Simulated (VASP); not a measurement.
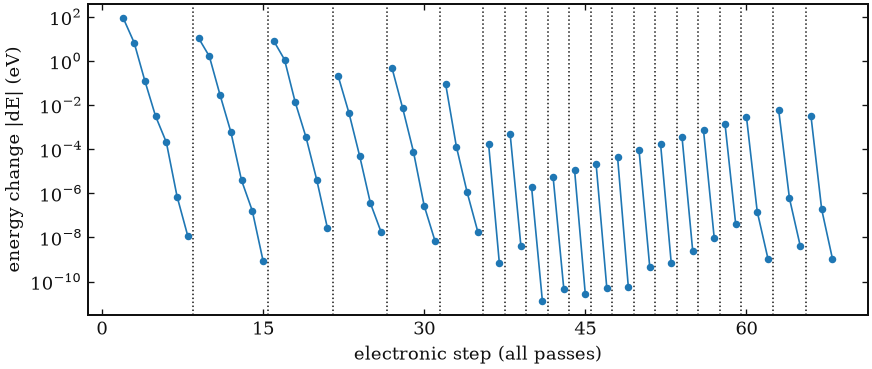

The plot shows the electronic steps of a calculation: energy change |dE|. Each stretch between dotted lines is the SCF of one geometry step of a relaxation.

GaSb (2 atoms in the cell), run with VASP.

INCAR
```
ENCUT = 600.000000
SIGMA = 0.020000
EDIFF = 1.00e-07
EDIFFG = -5.00e-03
GGA = CA
PREC = Accurate
IBRION = 2
ISIF = 3
ISMEAR = -1
NBANDS = 16
LASPH = .TRUE.
LCHARG = .FALSE.
LWAVE = .FALSE.
LREAL = .FALSE.
NELM = 66
NSW = 30
ICHARG = 12
```

KPOINTS
```
KPOINTS created by Atomic Simulation Environment
0
Gamma
6 6 6
0 0 0
```

POSCAR
```
Ga Sb
 1.0000000000000000
    -0.0000000000000000    3.1090646161194466    3.1090646161194466
     3.1090646161194466    0.0000000000000000    3.1090646161194466
     3.1090646161194466    3.1090646161194466    0.0000000000000000
 Ga  Sb
   1   1
Cartesian
  0.0000000000000000  0.0000000000000000  0.0000000000000000
  1.5545323080597233  1.5545323080597233  1.5545323080597233
```

> How did this run end?

The run converged; it took 68 steps in all. There are 21 passes, of 2 to 8 steps. In pass 1, the energy change falls at every step.

> Is anything amiss with this input?

The input holds a fault (density file missing or never updated). The SCF closed all the same, which doesn't make the results meaningful for the real system.
